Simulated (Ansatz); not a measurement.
Single-point calculation, with input and output: ZnO

System: ZnO (P6₃mc, 8 atoms in the cell).
Method: DFT, PBE, plane waves, PAW, no spin polarisation (Ansatz 0.2.0).

The structure was built on a prototype by a generator. The geometry comes from this level: r2SCAN (a point of a series of volumes). It belongs to a series of runs on one base structure; here: volume +8%.

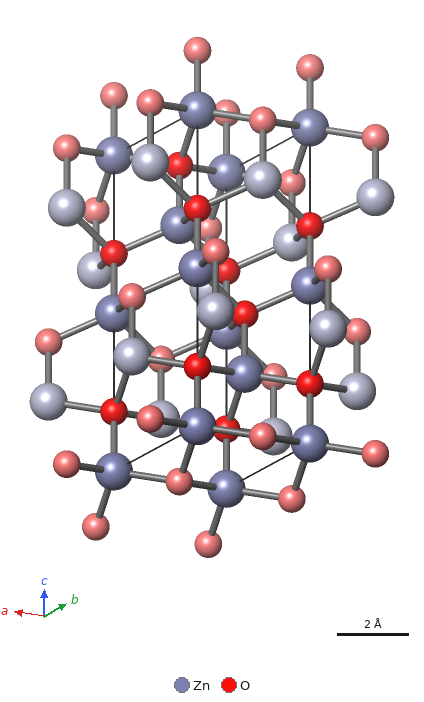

*The structure as given in the input (ball-and-stick view of the cell of the calculation, seen at an oblique angle; neighbours outside the cell are drawn fainter).*

Summary:

```json
{"quantity": "outcome", "value": "converged"}
{"quantity": "space group (tolerance 0.01 Å)", "value": "P6₃mc (186)"}
{"quantity": "electrons treated", "value": "72"}
{"quantity": "free energy", "value": "−15539.4951 eV"}
{"quantity": "Fermi energy", "value": "6.374 eV"}
{"quantity": "gap on the k-point mesh", "value": "0.82 eV"}
{"quantity": "pressure", "value": "−5.51 GPa"}
{"quantity": "largest force (length of the vector)", "value": "0.039 eV/Å"}
{"quantity": "hardware", "value": "2 threads of Arm Neoverse V1, 24 GiB of memory available, shared host"}
{"quantity": "wall time", "value": "1.8 s (CPU time 3.4 s)"}
{"quantity": "peak memory", "value": "0.29 GiB"}
```

Notes:

The program warns: the cutoff is below the recommended one.

Input:
```yaml
crystal:
  lattice:
    - [3.3103415473, 0.0, 0.0]
    - [-1.6551707737, 2.8668398751, 0.0]
    - [0.0, 0.0, 10.7447385816]
  atoms:
    - { symbol: Zn, position: [0.0, 0.0, -0.0006159377] }
    - { symbol: Zn, position: [0.3333333333, 0.6666666667, 0.2495637823] }
    - { symbol: Zn, position: [0.0, 0.0, 0.4993840623] }
    - { symbol: Zn, position: [0.6666666667, 0.3333333333, 0.7495637823] }
    - { symbol: O, position: [0.0, 0.0, 0.1881525681] }
    - { symbol: O, position: [0.3333333333, 0.6666666667, 0.4378995872] }
    - { symbol: O, position: [0.0, 0.0, 0.6881525681] }
    - { symbol: O, position: [0.6666666667, 0.3333333333, 0.9378995872] }
kpoints:
  mp_grid: { grid: [6, 6, 2] }
hamiltonian:
  xc: pbe
scf:
  occupations: { method: fermi_dirac, width: 0.02 }
  n_extra_bands: 6
output:
  forces: true
  stress: true
  eigenvalues: true
basis:
  ecutwfc: 260
```

Command:
```bash
ansatz run input.yaml --threads 2 --pin off --max-ram 3686MiB --backend cpu --events-out ev --progress --plain --runs-dir out
```

The program's output:
```
Warning: basis.ecutwfc = 260 eV is below the records' recommended 420 eV, and the density's cutoff is lower with it unless basis.ecutrho_ratio is high enough to keep the records' density cutoff: compare with a run at a higher cutoff
scf.n_extra_bands = 6 over 36 filled bands (N_el = 72.0): the run solves 42 bands
Engine: ansatz 0.2.0, aarch64-unknown-linux-gnu
Pseudopotentials: kind: paw
Pseudopotential: Zn, paw, valence charge 12, recommended cutoff 420 eV (normal), Zn.paw.azcp
Pseudopotential: O, paw, valence charge 6, recommended cutoff 420 eV (normal), O.paw.azcp
Functional definition: PBE
  parameter kappa = 0.804
  parameter beta = 0.06672455060314922
  exchange = pbe_x(kappa = kappa, mu = beta*pi^2/3)
  correlation = pbe_c(beta = beta)
Crystal: 8 atoms, lattice volume = 101.970 Å³
Basis set: ecut = 260 eV, 1007 PW (Γ), exchange–correlation on 36×36×120 points (8 copies of the dense FFT grid, shifted against one another)
Bands: 42, of which v1, the nominal top of the filled ones, is band 36 counted from 1 (35 counted from 0)
Symmetry: 12 space group operations
Space group: P63mc (ITA 186), of the structure as read, at distance tolerance 4.7e-5 Å
k-points: 14 of 72
Non-local potential: Zn, projectors of the file, l = 0: 2, l = 1: 2, l = 2: 3, l = 3: 1
Non-local potential: O, projectors of the file, l = 0: 2, l = 1: 2, l = 2: 1
PAW form: soft (Blöchl's): semilocal exchange-correlation on the pseudo side does not see the compensation charge
PAW one-centre angular grid: Zn, 590 points (default); XC on 64 Gauss nodes
PAW one-centre angular grid: O, 110 points (default); XC on 64 Gauss nodes
Initial density: superposition of atomic densities (neutral atoms: chi_scale 0, normalization atom), corrected by the library's trained network
Initial wavefunctions: pseudopotential atomic-orbital guess
Functional: x = pbe(κ = 0.804, μ = 0.2195149727645171), c = pbe(β = 0.06672455060314922)
SCF iter   1: F=—  HF=-15539.872249 eV  |F-HF|=—  |Δ(HF+E_count)|=         —  Δρ=3.97e-2  dr2=5.53e-1  ethr=1.77e-3  ⟨swp⟩=6.6  Hψ=2116  notcnv=0
preconditioner: auto → Resta (q_TF=auto, 2.575 Å⁻¹)  ε∞=8.3  [insulator: Δε(μ)=0.493 eV  Ē_g=11.571 eV  σ=0.020 eV  W_gap=1.00  n_scr=38 (ndim 8)  ℏωp=31.2 eV  f_vac=0.045  D(μ)=0.00/eV (n_scr^D=0)  ε∞_Penn≈8.3]
SCF iter   2: F=—  HF=-15539.478700 eV  |F-HF|=—  |Δ(HF+E_count)|=   3.94e-1  Δρ=1.94e-2  dr2=1.49e-1  ethr=7.68e-4  ⟨swp⟩=2.0  Hψ=1264  notcnv=0  defer=24
SCF iter   3: F=—  HF=-15539.500531 eV  |F-HF|=—  |Δ(HF+E_count)|=   2.18e-2  Δρ=9.70e-3  dr2=4.36e-2  ethr=2.06e-4  ⟨swp⟩=2.0  Hψ=624  notcnv=0  defer=24
SCF iter   4: F=—  HF=-15539.494497 eV  |F-HF|=—  |Δ(HF+E_count)|=   6.03e-3  Δρ=1.68e-3  dr2=2.61e-3  ethr=6.06e-5  ⟨swp⟩=2.4  Hψ=817  notcnv=0  defer=24
SCF iter   5: F=—  HF=-15539.493886 eV  |F-HF|=—  |Δ(HF+E_count)|=   6.11e-4  Δρ=6.96e-4  dr2=2.82e-4  ethr=3.63e-6  ⟨swp⟩=2.0  Hψ=1031  notcnv=0  defer=24
SCF iter   6: F=—  HF=-15539.493976 eV  |F-HF|=—  |Δ(HF+E_count)|=   9.03e-5  Δρ=2.35e-4  dr2=4.72e-5  ethr=3.92e-7  ⟨swp⟩=2.6  Hψ=1080  notcnv=0  defer=24
SCF iter   7: F=—  HF=-15539.495135 eV  |F-HF|=—  |Δ(HF+E_count)|=   1.16e-3  Δρ=4.74e-5  dr2=2.40e-6  ethr=6.56e-8  ⟨swp⟩=2.0  Hψ=1081  notcnv=0  defer=24
SCF iter   8: F=—  HF=-15539.495137 eV  |F-HF|=—  |Δ(HF+E_count)|=   1.61e-6  Δρ=2.08e-5  dr2=3.40e-7  ethr=3.34e-9  ⟨swp⟩=2.0  Hψ=1063  notcnv=0  defer=24
SCF iter   9: F=-15539.495137 eV  HF=-15539.495137 eV  |F-HF|=1.06e-8  |Δ(HF+E_count)|=   1.58e-8  Δρ=6.24e-6  dr2=2.92e-8  ethr=1.39e-10  ⟨swp⟩=8.4  Hψ=2183  notcnv=0
SCF 1 converged in 9 iterations: F = -15539.495137 eV  dr2 = 2.92e-8
  greatest PAW one-centre occupation: 0.986 electrons in one spin orbital (limit 2), on the Zn atom at site 0 (counted from 0), in its partial waves of l = 2
SCF converged after 9 iterations
Free energy (F): -15539.495137 eV
Harris-Foulkes:  -15539.495137 eV  (|F-HF|=1.06e-8)
Internal energy: -15539.495137 eV  (E = F + TS)
E sigma→0 (E₀):  -15539.495137 eV
Fermi energy:    6.374328 eV
--- Per-component energies (eV) ---
  E_band       = 48.781637
  E_kinetic    = 1243.140979
  E_local      = -8220.723310  (includes V_loc(G=0)·N_el)
  E_nonlocal   = 2691.407339
  E_hartree    = 3379.567808
  E_xc         = -843.478179
  E_vxc        = -584.013523  (∫ρ·V_xc dr)
  E_paw        = -7993.874503  (= ΣΔE_a)
  E_vpaw       = -1840.085972  (= ΣTr[D̂ρ^β])
  E_aug_tail   = -0.082541  (compensation charges beyond the density's cutoff)
  E_ewald      = -5795.452729
  E_smearing   = -0.000000  (= −TS)
  E_closure    = 0.000000  (closes the sum)
  Σ components = -15539.495137   (vs F -15539.495137, Δ=0.00e0)
--- Forces (eV/Å), atoms counted from 1 ---
  atom   1  Zn    -0.00000000    -0.00000000     0.02074025
  atom   2  Zn    -0.00000000    -0.00000000     0.00962592
  atom   3  Zn     0.00000000     0.00000000     0.02074025
  atom   4  Zn     0.00000000     0.00000000     0.00962592
  atom   5  O     -0.00000000    -0.00000000    -0.03850064
  atom   6  O      0.00000000     0.00000000     0.00802304
  atom   7  O      0.00000000     0.00000000    -0.03850064
  atom   8  O     -0.00000000    -0.00000000     0.00802304
  max |Σ_I F_I| component: 2.23e-4 eV/Å
--- Stress (GPa, compression-positive) ---
       -5.700068       0.000000       0.000000
        0.000000      -5.700068       0.000000
        0.000000       0.000000      -5.141635
  P = ⅓ Tr σ = -5.5139 GPa (-55.139 kbar)
--- Band table (eV; the first three rows and the last of 14) ---
  k-point 0: bands = ["-11.5636", "-11.2872", "-11.2609", "-10.9749", "0.3261", "0.3569", "0.3569", "0.3614", "0.3876", "0.4386", "0.4386", "0.4896", "0.4896", "0.5486", "0.5486", "1.0018", "1.2467", "1.2467", "1.2805", "1.2805", "1.3551", "1.3551", "1.3951", "1.3951", "1.7293", "3.7550", "3.7634", "5.3177", "5.3177", "5.6368", "5.6368", "5.6486", "5.6486", "5.9361", "5.9528", "5.9528", "6.7767", "9.3421", "9.4816", "11.2992", "14.1313", "16.0038"]
  k-point 1: bands = ["-11.4820", "-11.4820", "-11.0634", "-11.0634", "0.3301", "0.3301", "0.3864", "0.3864", "0.3864", "0.3864", "0.5336", "0.5336", "0.5336", "0.5336", "0.5927", "0.5927", "1.2646", "1.2646", "1.2646", "1.2646", "1.3682", "1.3682", "1.3682", "1.3682", "2.5104", "2.5104", "4.9599", "4.9599", "5.4136", "5.4136", "5.4136", "5.4136", "5.8885", "5.8885", "5.8885", "5.8885", "7.8901", "7.8901", "10.6920", "10.6920", "14.6648", "14.6648"]
  k-point 2: bands = ["-11.4365", "-11.1942", "-11.1663", "-10.9203", "0.2737", "0.3044", "0.3591", "0.4340", "0.4694", "0.5225", "0.5334", "0.5518", "0.5777", "0.6176", "0.6762", "1.0321", "1.2192", "1.2304", "1.2964", "1.3075", "1.3458", "1.3520", "1.4184", "1.5572", "1.8202", "3.6638", "3.7053", "4.5446", "4.7520", "5.0564", "5.1058", "5.2195", "5.4273", "5.4574", "5.8075", "5.8143", "8.2788", "10.0730", "10.2099", "12.2709", "14.0310", "15.8941"]
  k-point 13: bands = ["-10.8659", "-10.8659", "-10.8382", "-10.8382", "0.4416", "0.4416", "0.6502", "0.6502", "0.6842", "0.6842", "0.8569", "0.8569", "1.1131", "1.1131", "1.2101", "1.2101", "1.2667", "1.2667", "1.2914", "1.2914", "1.6014", "1.6014", "1.6425", "1.6425", "2.1334", "2.1334", "2.5339", "2.5339", "3.3139", "3.3139", "3.9787", "3.9787", "4.6340", "4.6340", "4.8205", "4.8205", "13.4587", "13.4587", "13.6340", "13.6340", "13.8393", "13.8393"]
```

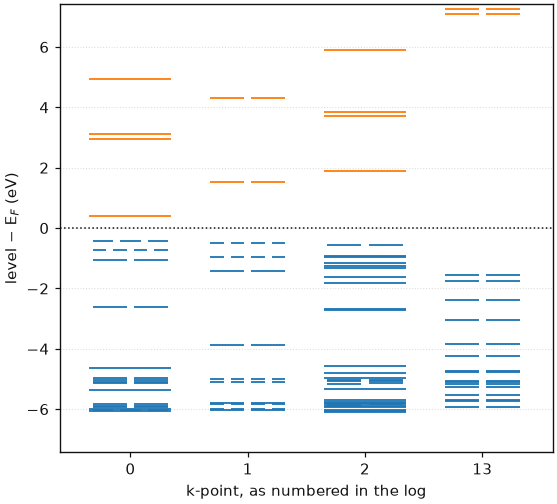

*Kohn–Sham levels near the Fermi level (dotted) at the few k-points that the log prints; levels within 0.02 eV of each other stand side by side.*

Among these points the highest filled and lowest empty levels are 0.82 eV apart, which is the gap on the mesh.
